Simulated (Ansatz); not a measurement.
```cif
data_structure
_symmetry_space_group_name_H-M 'P 1'
_symmetry_Int_Tables_number 1
_cell_length_a 5.4611
_cell_length_b 3.1529
_cell_length_c 6.2667
_cell_angle_alpha 90.000
_cell_angle_beta 106.887
_cell_angle_gamma 90.000
_cell_volume 103.25
loop_
_atom_site_label
_atom_site_type_symbol
_atom_site_fract_x
_atom_site_fract_y
_atom_site_fract_z
_atom_site_occupancy
Mo1 Mo 0.50772 0.50000 0.99190 1
Mo2 Mo 0.00772 0.00000 0.99190 1
S1 S 0.25356 0.50000 0.26068 1
S2 S 0.75356 0.00000 0.26068 1
S3 S 0.07972 0.50000 0.73917 1
S4 S 0.57972 0.00000 0.73917 1
```

Space group Cm; changed on purpose from its base cell (all Mo atoms moved -0.075 Å, as atom 1 towards its neighbour atom 2 (S) at 2.399 A); not relaxed (largest force 1.9 eV/Å); computed without spin polarisation.

Level of theory: DFT PBE+D3(BJ), scalar-relativistic, plane waves, PAW (Ansatz 0.2.0).

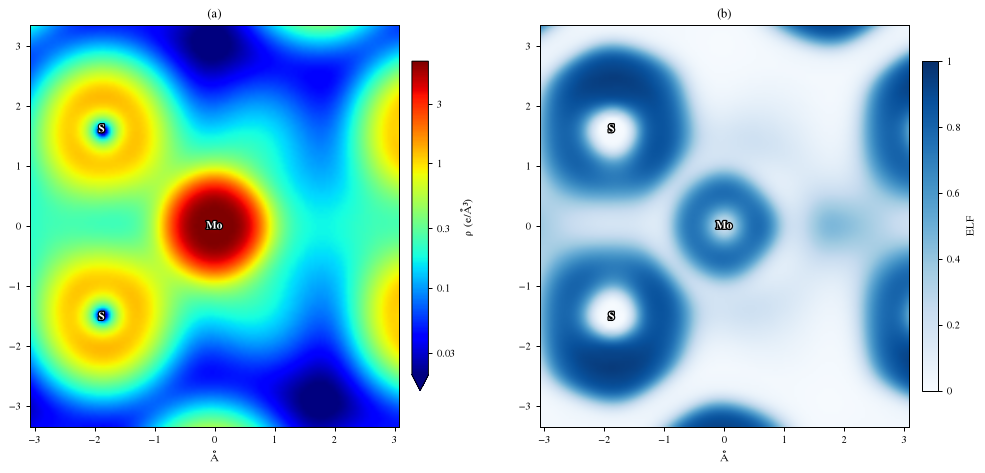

MoS$_{2}$. (a) valence electron density; (b) ELF on the (010) plane of the conventional cell.

Question: Read the bonding off the picture.

Answer: The section cuts through Mo and S sites. Mo–S (2.41 Å): the density is about 0.59 e/Å³ at the midpoint; the ELF peaks at about 0.85 in the valence shell of S, 0.8 Å from its nucleus, and is about 0.45 at the midpoint. Mo–S (2.47 Å): the density is about 0.53 e/Å³ at the midpoint; the ELF peaks at about 0.85 in the valence shell of S, 0.8 Å from its nucleus, and is about 0.45 at the midpoint. Between the atoms the lowest density in this plane is 0.02 e/Å³. The features right at Mo lie inside the PAW spheres, where the map follows smoothed inner orbitals and isn't to be read closely.
